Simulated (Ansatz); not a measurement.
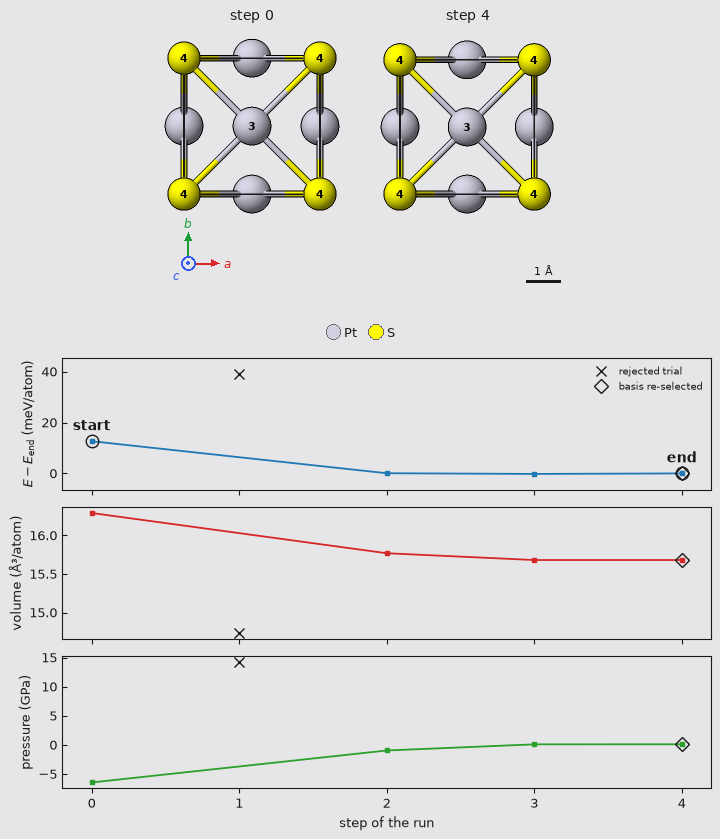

First and last geometry of a relaxation of crystalline Pt$_{3}$S (built on the Cu3Au (L1_2)_221 type) (coarse preliminary run), with the history of the run. The picture is a ball-and-stick view of the cell of the calculation, seen along the c axis.

Case: Cu3Au (L1_2) type (Pm-3m, No. 221).

The calculation used DFT PBE, scalar-relativistic, plane waves, PAW (Ansatz).

Input file:
```yaml
crystal:
  lattice:
    - [4.0240645893, 0.0, 0.0]
    - [0.0, 4.0240645893, 0.0]
    - [0.0, 0.0, 4.0240645893]
  atoms:
    - { symbol: Pt, position: [0.0, 0.5, 0.5] }
    - { symbol: Pt, position: [0.5, 0.0, 0.5] }
    - { symbol: Pt, position: [0.5, 0.5, 0.0] }
    - { symbol: S, position: [0.0, 0.0, 0.0] }
basis:
  ecutwfc: 420
kpoints:
  mp_grid: { grid: [4, 4, 4] }
hamiltonian:
  xc: pbe
scf:
  occupations: { method: gaussian, width: 0.1 }
  lower_state_search: "off"
output:
  forces: true
  stress: true
  eigenvalues: true
relax:
  adjacent_minimum: "off"
  f_tol: 0.04
  max_steps: 70
  cell: { stress_tol: 0.4 }
```

Run as
```bash
ansatz run input.yaml --threads 1 --pin off --max-ram 2560MiB --backend cpu --events-out ev --progress --plain --runs-dir out
```

Question: What do the curves and the structures tell?

Answer: It converged. Over 2 accepted moves (4 points after the start) the energy falls by 12.7 meV per atom. All forces vanish by symmetry, so only the cell relaxes. Pressure: −6.45 GPa at the start and 0.10 GPa at the end. The line search rejected the trial step at point 1 of the run. The SCF was repeated once at an unchanged geometry on a basis and grid sized afresh for the cell, which shifted the energy by 0.2 meV per atom at most. The atoms keep their places relative to the cell (all moves are under 0.005 Å). The drawn cell changes as follows: a = b = c 4.024 → 3.973 Å (−1.3 %); the volume changes by −3.7 %. Among the contacts that change: Pt1–S4 2.845 → 2.809 Å. The space group stays Pm-3m (No. 221).

```json
{"step": "0", "E − E(0), meV/atom": "0.00", "pressure, GPa": "-6.45", "volume, Å³/atom": "16.291", "note": ""}
{"step": "1", "E − E(0), meV/atom": "26.49", "pressure, GPa": "14.19", "volume, Å³/atom": "14.732", "note": "rejected"}
{"step": "2", "E − E(0), meV/atom": "-12.58", "pressure, GPa": "-0.96", "volume, Å³/atom": "15.769", "note": ""}
{"step": "3", "E − E(0), meV/atom": "-12.85", "pressure, GPa": "0.09", "volume, Å³/atom": "15.681", "note": ""}
{"step": "4", "E − E(0), meV/atom": "-12.65", "pressure, GPa": "0.10", "volume, Å³/atom": "15.681", "note": "same geometry, new basis"}
```

Limits of the set-up: the k-point mesh is coarse for a cell with partly filled bands.
